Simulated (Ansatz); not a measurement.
KF

Space group Fm-3m.

```
CELL_PARAMETERS angstrom
5.34370 0.00000 0.00000
0.00000 5.34370 0.00000
0.00000 0.00000 5.34370
ATOMIC_POSITIONS crystal
K 0.00000 0.00000 0.00000
K 0.50000 0.50000 0.00000
K 0.50000 0.00000 0.50000
K 0.00000 0.50000 0.50000
F 0.50000 0.00000 0.00000
F 0.00000 0.50000 0.00000
F 0.00000 0.00000 0.50000
F 0.50000 0.50000 0.50000
```

Computed with DFT PBE, scalar-relativistic, plane waves, PAW (Ansatz 0.2.0).

Q: What will a map of ρ − Σ ρ(atoms) show?

A: F–K (2.67 Å): Δρ is about zero at the midpoint, so little or no bond charge builds up halfway.
Over the whole cell, outside the masked cores, the largest gain lies at the edge of the masked core of F, and the largest loss, 0.03 e/Å³, lies 2.3 Å from a potassium nucleus and 2.3 Å from a fluorine one.
In all about 0.22 e an atom is rearranged against the free atoms.
Bader charges: K +0.86 and F −0.86 e.

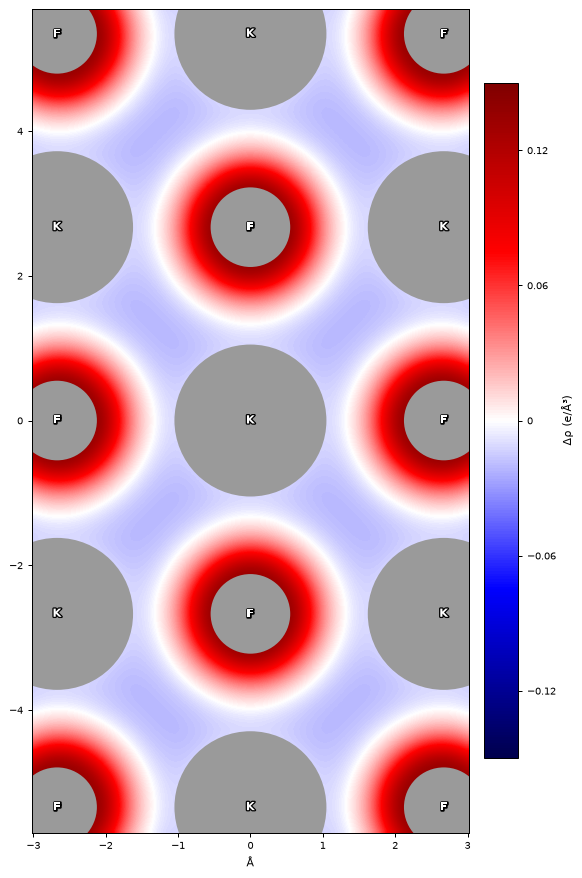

Computed deformation density: a map on the (010) plane of the conventional cell, with grey discs over the atomic cores.

Cores are masked to 1.0 Å (K) and 0.6 Å (F).

Core electrons are frozen (PAW), so the fields are smoothed inside the atomic spheres.

Cost of the run: 12 s on 1 thread of Arm Neoverse N1 (shared host), peak memory 0.29 GiB.
